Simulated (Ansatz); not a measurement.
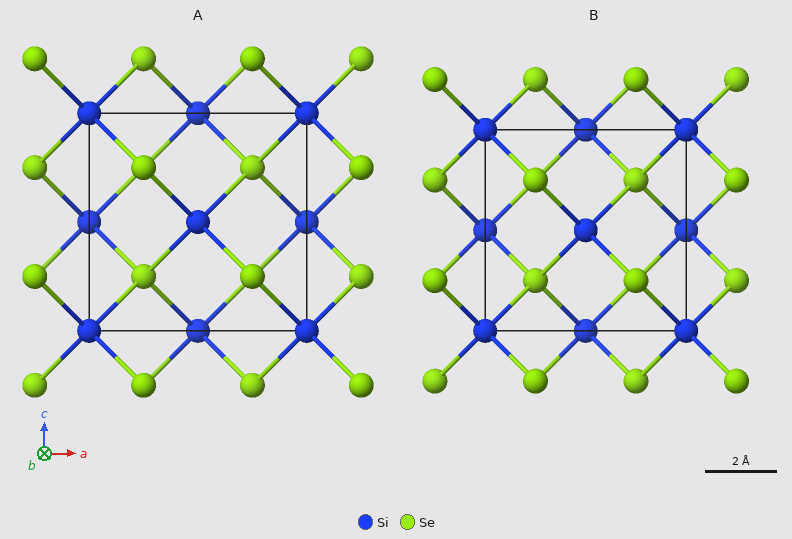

Two geometries of a crystal of SiSe (built on the zinc blende_216 type) (coarse preliminary run), drawn at one scale. One is the start of a relaxation, the other its converged end. The picture is a ball-and-stick view of the conventional cell (4 times the calculation's cell), seen along the b axis. Lengths and directions refer to the drawn axes.

All numbers below come from DFT PBE, scalar-relativistic, plane waves, PAW (Ansatz). Settings: plane-wave cutoff 420 eV; k-point mesh 6 × 6 × 6; occupations gaussian; smearing width 0.1 eV; no spin polarisation; cell and atoms relaxed; force threshold 0.04 eV/Å; at most 70 steps.

**Which one is relaxed?**

Structure A is the relaxed one. Case: zinc blende type (F-43m, No. 216). Over 3 accepted moves (4 points after the start) the energy falls by 206 meV per atom. All forces vanish by symmetry, so only the cell relaxes. Pressure: 12.26 GPa at the start and 0.09 GPa at the end. The SCF was repeated once at an unchanged geometry on a basis and grid sized afresh for the cell, which shifted the energy by 1.0 meV per atom at most. No atom moves by more than 0.005 Å relative to the cell. The volume changes by +26.8 %, with a = b = c 5.680 → 6.148 Å (+8.2 %). Near-neighbour distances that change, for instance: Se–Si 2.460 → 2.662 Å. The space group stays F-43m (No. 216).
